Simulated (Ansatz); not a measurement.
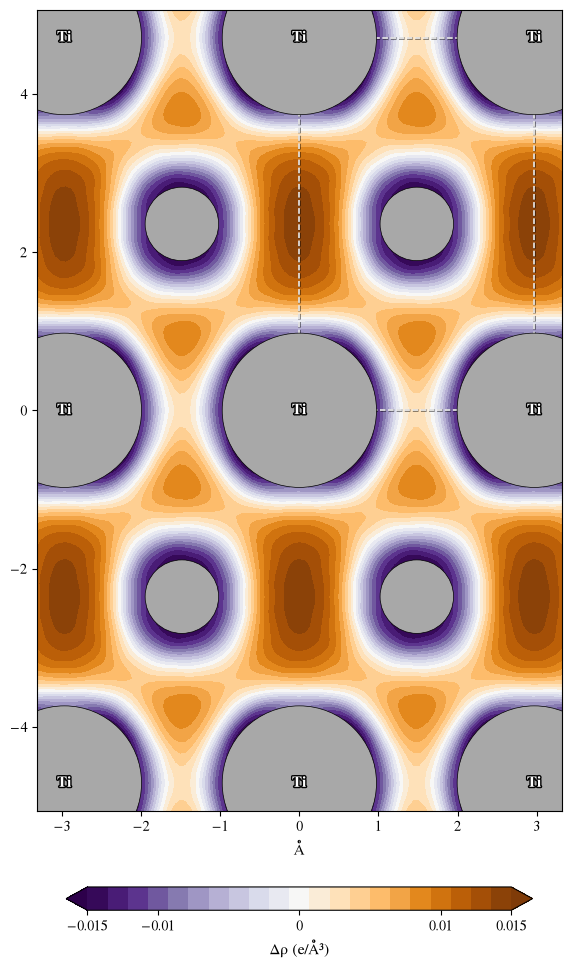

Ti. Difference of the valence pseudo-densities of two functionals at the same geometry, on the (010) plane of the calculation cell: r2SCAN less LDA.

Both computed with Ansatz (plane waves, PAW), on the same k-point mesh. Grey discs cover the atomic cores.

```yaml
crystal:
  lattice:
    - [2.96954, 0.00000, 0.00000]
    - [-1.48477, 2.57169, 0.00000]
    - [0.00000, 0.00000, 4.71099]
  atoms:
    - { symbol: Ti, position: [0.66667, 0.33333, 0.75000] }
    - { symbol: Ti, position: [0.33333, 0.66667, 0.25000] }
```

Q: What does the difference map show?

A: Against LDA, r2SCAN gives less density around Ti (−0.006 e/Å³ on average at 1.1 Å from the nucleus).
